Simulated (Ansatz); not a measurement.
Consider this structure.

```
CELL_PARAMETERS angstrom
5.07199 0.00000 0.00000
-2.53600 4.39247 0.00000
0.00000 0.00000 5.54943
ATOMIC_POSITIONS crystal
Si 0.00000 0.50000 0.33333
Si 0.50000 0.50000 0.66667
Si 0.50000 0.00000 0.00000
O 0.58257 0.79128 0.83333
O 0.79128 0.58257 0.50000
O 0.79128 0.20872 0.16667
O 0.41743 0.20872 0.83333
O 0.20872 0.41743 0.50000
O 0.20872 0.79128 0.16667
```

Give a crystallographic description of this input.

Answer. The stoichiometry is SiO₂. It is primitive hexagonal, space group P6_422 (No. 181). Cell content 3 Si, 6 O; Z = 3. The coordination shell of Si holds four O in a tetrahedral arrangement at 1.61 Å. O is coordinated by two Si in a bent arrangement at 1.61 Å. The bonds build a three-dimensional framework.

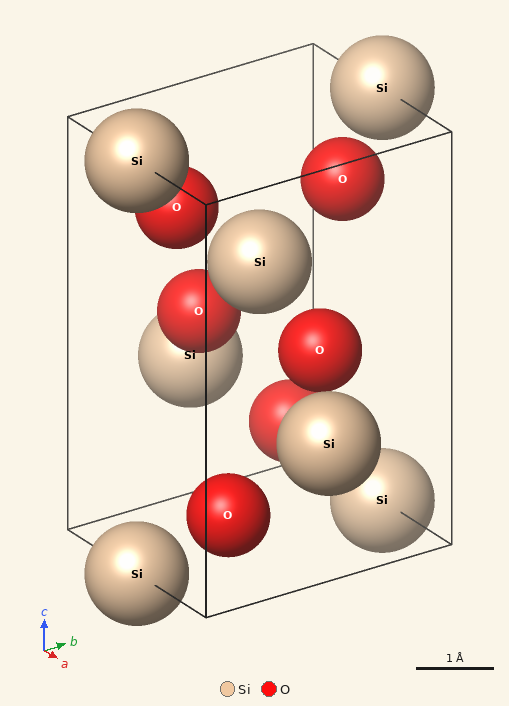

This spheres-only model is shown slightly off an axis. The conventional unit cell is drawn as a box. Colours: silicon light orange, oxygen red.

The cell started as a structure listed in the Materials Project. Earlier steps of the study, as a rule a relaxation of our own, may have changed the cell and positions, so they can lie some per cent off the listed ones. A calculation with Ansatz used it as input.
